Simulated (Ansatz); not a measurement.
System: AlN.

Input file:

```
crystal:
  lattice:
    - [-0.1068328055, 1.9636887099, 1.9636887099]
    - [1.9280777747, -0.0712218703, 1.9280777747]
    - [2.0349105802, 2.0349105802, -0.1780546758]
  atoms:
    - { symbol: Al, position: [0.5, 0.5, 0.5] }
    - { symbol: "N", position: [0.0, 0.0, 0.0] }
basis:
  ecutwfc: 520.0
kpoints:
  mp_grid: { grid: [10, 10, 10] }
hamiltonian:
  xc: pbe
  pseudopotentials: { kind: paw, azcp: { folder: soft_1 } }
scf:
  occupations: { method: gaussian, width: 0.05 }
output:
  forces: true
  stress: true
  eigenvalues: true
  write_density: true
  write_potential: true
  elf: true
  volumetric_format: npy
```

Command:

```sh
ansatz run input.yaml --threads 1 --pin off --max-ram 2048MiB --backend cpu --events-out ev --progress --plain --runs-dir out
```

Below, planes, directions and counts refer to the conventional cell (a = 2.73 Å, b = 2.78 Å, c = 2.88 Å, α = 64.66°, β = 64.10°, γ = 63.01°).

Space group P-1; a structure from a database of computed crystals, not necessarily the ambient phase; changed on purpose from its base cell (engineering shear strain xz -0.1050, engineering shear strain yz -0.0700); computed pressure about 2 GPa in this cell; PAW files of the earlier set (soft_1).

All numbers below come from DFT PBE, scalar-relativistic, plane waves, PAW (Ansatz).

Predict the valence pseudo-density and electron localisation function between the atoms.

Answer. Al–N (2.04 Å): ρ at the midpoint is about 0.51 e/Å³; the ELF peaks at about 0.85 in the valence shell of N, 0.7 Å from its nucleus, and is about 0.80 at the midpoint.

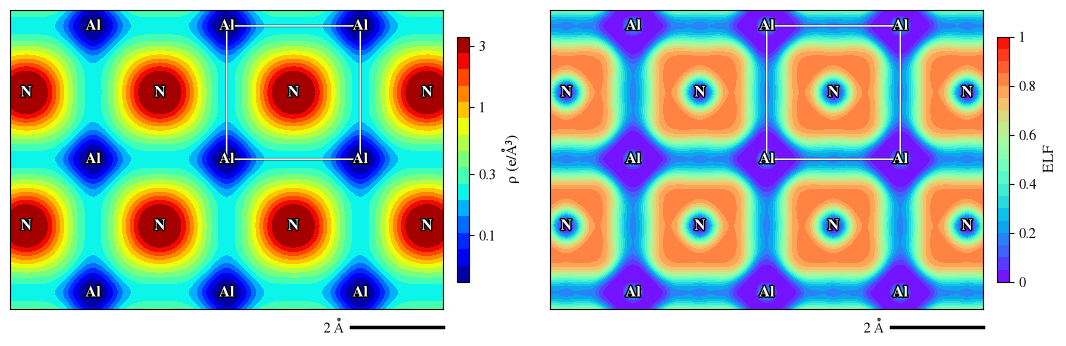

Computed valence pseudo-density and electron localisation function on the (110) plane of the conventional cell, in this order. 
